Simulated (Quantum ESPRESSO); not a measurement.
**LiCl (Fm-3m): from Born charge to LO-TO splitting**

How high does the longitudinal optical mode of LiCl (Fm-3m) lie, given the transverse one, the Born charge and ε∞?

Calculated with Quantum ESPRESSO 7.5; DFT PBE, scalar-relativistic, plane waves, PseudoDojo norm-conserving pseudopotentials.

The database entry behind the starting cell differs from later determinations by our own check (0.1 to 0.3 % short, probably kX units), so it need not match the best structure at ambient conditions.

**1. Set-up**

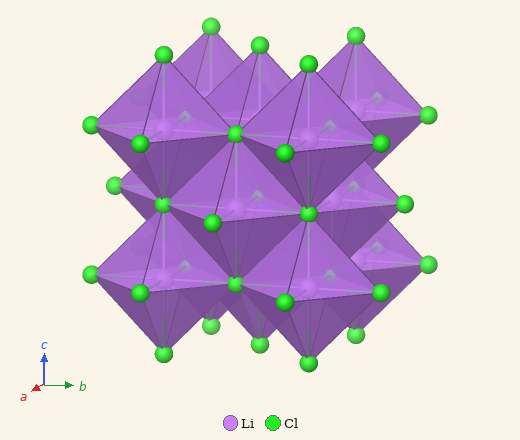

The cell as given, slightly off an axis (lithium purple, chlorine green). This picture shows the conventional cell, with its axes. Some periodic images of atoms are drawn too.

As a file:

```cif
data_structure
_symmetry_space_group_name_H-M 'Fm-3m'
_symmetry_Int_Tables_number 225
_cell_length_a 5.1500
_cell_length_b 5.1500
_cell_length_c 5.1500
_cell_angle_alpha 90.000
_cell_angle_beta 90.000
_cell_angle_gamma 90.000
_cell_volume 136.59
loop_
_atom_site_label
_atom_site_type_symbol
_atom_site_symmetry_multiplicity
_atom_site_Wyckoff_symbol
_atom_site_fract_x
_atom_site_fract_y
_atom_site_fract_z
_atom_site_occupancy
Li1 Li 4 a 0.00000 0.00000 0.00000 1
Cl1 Cl 4 b 0.00000 0.50000 0.00000 1
```

This is the cell after its relaxation at this level of theory, not the database cell from which that began.

**2. What the response run gave**

A linear-response run on the relaxed cell, with the response to an electric field; only its zone-centre results are used. Cutoff 81 Ry, k mesh 8×8×8.

Log:

```text
[banners, grids, parts of the stress and lines that vanish by symmetry left out]
Program PHONON v.7.5
     Reading xml data from directory:

[...]
Exchange-correlation= PBE
                           (   1   4   3   4   0   0   0)
[...]
(   8 q-points):
[...]
kinetic-energy cut-off    =      81.0000  Ry
     charge density cut-off    =     324.0000  Ry
     convergence threshold     =      1.0E-18
[...]
Exchange-correlation= PBE
                           (   1   4   3   4   0   0   0)
[...]
q = (   0.0000000   0.0000000   0.0000000 )
     49 Sym.Ops. (with q -> -q+G )
     G cutoff =  388.6554  (  22659 G-vectors)     FFT grid: ( 40, 40, 40)
     number of k points=    29
[...]
Mode symmetry, O_h (m-3m)  point group:
[...]
Dielectric constant
[...]
End of electric fields calculation
          Dielectric constant in cartesian axis
          (       2.949128464       0.000000000       0.000000000 )
          (       0.000000000       2.949128464      -0.000000000 )
          (       0.000000000      -0.000000000       2.949128464 )
          Effective charges (d Force / dE) in cartesian axis without acoustic sum rule applied (asr)
           atom    1  Li    Mean Z*:        1.18867
      Ex  (        1.18867       -0.00000        0.00000 )
      Ey  (       -0.00000        1.18867       -0.00000 )
      Ez  (        0.00000       -0.00000        1.18867 )
           atom    2  Cl    Mean Z*:       -1.18929
      Ex  (       -1.18929       -0.00000        0.00000 )
      Ey  (       -0.00000       -1.18929       -0.00000 )
      Ez  (        0.00000       -0.00000       -1.18929 )
          Effective charges Sum: Mean:       -0.00063
[...]
Effective charges (d Force / dE) in cartesian axis with asr applied:
           atom    1  Li    Mean Z*:        1.18898
[...]
atom    2  Cl    Mean Z*:       -1.18898
[...]
Representation #   1 modes #   1   2   3
[...]
End of self-consistent calculation
     Convergence has been achieved
     Representation #   2 modes #   4   5   6
[...]
End of self-consistent calculation
     Convergence has been achieved
[...]
Dielectric constant in cartesian axis
          (       2.949128464       0.000000000       0.000000000 )
          (       0.000000000       2.949128464      -0.000000000 )
          (       0.000000000      -0.000000000       2.949128464 )
          Effective charges (d Force / dE) in cartesian axis without acoustic sum rule applied (asr)
           atom    1  Li    Mean Z*:        1.18867
[...]
Mode symmetry, C_s (m)     point group:
[...]
q = (    0.530330086  -0.176776695   0.530330086 )
[...]
Mode symmetry, C_s (m)     point group:
     freq (   1-   1) =        119.0  [cm-1]   --> A''
     freq (   2-   2) =        141.9  [cm-1]   --> A'
     freq (   3-   3) =        181.0  [cm-1]   --> A'
     freq (   4-   4) =        181.7  [cm-1]   --> A''
     freq (   5-   5) =        195.6  [cm-1]   --> A'
     freq (   6-   6) =        290.1  [cm-1]   --> A'
[...]
Mode symmetry, C_2v (mm2)  point group:
[...]
q = (    0.353553391   0.000000000   0.353553391 )
[...]
Mode symmetry, C_2v (mm2)  point group:
     freq (   1-   1) =        102.2  [cm-1]   --> B_1  D_3  S_3
     freq (   2-   2) =        140.2  [cm-1]   --> B_2  D_4  S_4
     freq (   3-   3) =        174.2  [cm-1]   --> A_1  D_1  S_1
     freq (   4-   4) =        183.2  [cm-1]   --> B_1  D_3  S_3
     freq (   5-   5) =        189.4  [cm-1]   --> B_2  D_4  S_4
     freq (   6-   6) =        330.8  [cm-1]   --> A_1  D_1  S_1
[...]
Mode symmetry, D_4h(4/mmm) point group:
[...]
Convergence has been achieved
[...]
Convergence has been achieved
[...]
Convergence has been achieved
[...]
Convergence has been achieved
[...]
q = (    0.000000000  -0.707106781   0.000000000 )
[...]
freq (    5) =       5.709765 [THz] =     190.457253 [cm-1]
     freq (    6) =       6.291864 [THz] =     209.874007 [cm-1]
[...]
Mode symmetry, D_4h(4/mmm) point group:
     freq (   1-   2) =        127.1  [cm-1]   --> E_u  X_5' M_5'
     freq (   3-   4) =        181.3  [cm-1]   --> E_u  X_5' M_5'
     freq (   5-   5) =        190.5  [cm-1]   --> A_2u X_4' M_4'
     freq (   6-   6) =        209.9  [cm-1]   --> A_2u X_4' M_4'
[...]
Mode symmetry, D_2d (-42m) point group:
[...]
Representation #   1 mode #   1
[...]
Convergence has been achieved
     Representation #   2 mode #   2
[...]
Convergence has been achieved
     Representation #   3 modes #   3   4
[...]
End of self-consistent calculation
     Convergence has been achieved
     Representation #   4 modes #   5   6
[...]
End of self-consistent calculation
     Convergence has been achieved
[...]
q = (   -0.353553391  -0.707106781   0.000000000 )
[...]
freq (    1) =       4.325966 [THz] =     144.298681 [cm-1]
     freq (    2) =       5.000778 [THz] =     166.808013 [cm-1]
     freq (    3) =       5.000778 [THz] =     166.808013 [cm-1]
     freq (    4) =       5.928418 [THz] =     197.750729 [cm-1]
     freq (    5) =       5.928418 [THz] =     197.750729 [cm-1]
     freq (    6) =       7.088816 [THz] =     236.457443 [cm-1]
[...]
Mode symmetry, D_2d (-42m) point group:
     freq (   1-   1) =        144.3  [cm-1]   --> A_1  X_1  W_1
     freq (   2-   3) =        166.8  [cm-1]   --> E    X_5  W_3
     freq (   4-   5) =        197.8  [cm-1]   --> E    X_5  W_3
     freq (   6-   6) =        236.5  [cm-1]   --> B_2  X_3  W_2

   JOB DONE.
```

| quantity | value |
| --- | --- |
| cell volume Ω (Å³) | 34.147 |
| mass of Li (u) | 6.940 |
| mass of Cl (u) | 35.450 |
| Born charge of Li, raw (e) | 1.189 |
| Born charge of Cl, raw (e) | -1.189 |
| ε∞ | 2.949 |
| ω(TO) after the sum rule (cm⁻¹) | 167.5 |

**3. The calculation**

The charges must sum to zero over the cell; taking off their mean, 0.000 e, leaves Z* = 1.189 e on Li. In the polar mode Li moves against Cl, so the reduced mass is μ = 6.94 × 35.45 / 42.39 = 5.804 u.

A longitudinal wave builds up a field that adds to the restoring force: ω(LO)² = ω(TO)² + 4π Z*² / (μ Ω ε∞), in Hartree atomic units. With μ = 10580 electron masses and Ω = 230.44 bohr³ the second term is 2.4709e-06 Ha², or 119022 cm⁻² (1 Ha = 219474.6 cm⁻¹).

So ω(LO) = √(28070 + 119022) = 383.5 cm⁻¹, and by the Lyddane-Sachs-Teller relation ε₀ = ε∞ (ω(LO)/ω(TO))² = 15.45.

**4. Check against the program**

The analysis program adds the same non-analytic term to the full matrix, here for q along (1 0 0).

Log:

```text
[banner, memory and clock lines left out]
Program DYNMAT v.7.5

     Reading Dynamical Matrix from file x.dyn1
     ...Force constants read
     ...epsilon and Z* read

     Polarizability (A^3 units)
     multiply by 0.606167 for Clausius-Mossotti correction
         5.296491    0.000000    0.000000
         0.000000    5.296491   -0.000000
         0.000000   -0.000000    5.296491

     IR activities are in (D/A)^2/amu units

# mode   [cm-1]    [THz]      IR
    1     -0.00   -0.0000    0.0000
    2     -0.00   -0.0000    0.0000
    3      0.00    0.0000    0.0000
    4    167.54    5.0226    5.6196
    5    167.54    5.0226    5.6196
    6    383.52   11.4975    5.6196
```

ε₀ comes from the program's run without a direction of q.

| quantity | by hand | program |
| --- | --- | --- |
| ω(LO) (cm⁻¹) | 383.5 | 383.5 |
| ε₀ | 15.45 | 15.45 |

**5. Summary of results**

* TO mode: 167.5 cm⁻¹
* LO mode: 383.5 cm⁻¹
* static dielectric constant: 15.45

The LO mode of LiCl (Fm-3m) lies at 384 cm⁻¹, 216 cm⁻¹ above the TO mode; the formula meets the program within 0.1 cm⁻¹, as it must for a cubic crystal with one polar mode. ω(LO)² − ω(TO)² goes with Z*²/ε∞: an error of 5 % in ε∞ would move the LO mode by 7.5 cm⁻¹, and semilocal functionals tend to overestimate ε∞. These are harmonic values at zero temperature, at the volume of this functional, for the structure held cubic; stability elsewhere in the zone is no part of this calculation.

[Host names and launcher messages were left out of these logs when they were recorded.]

[Logs are printed without paths, hosts, clocks, repeated set-up lines and the standing remarks that a program may print on its own settings, such as how far it seeks lower states.]

[Hosts, paths, dates, database ids (printed as entryN), source tags and the programs' standing remarks are cut or masked in the printed files.]
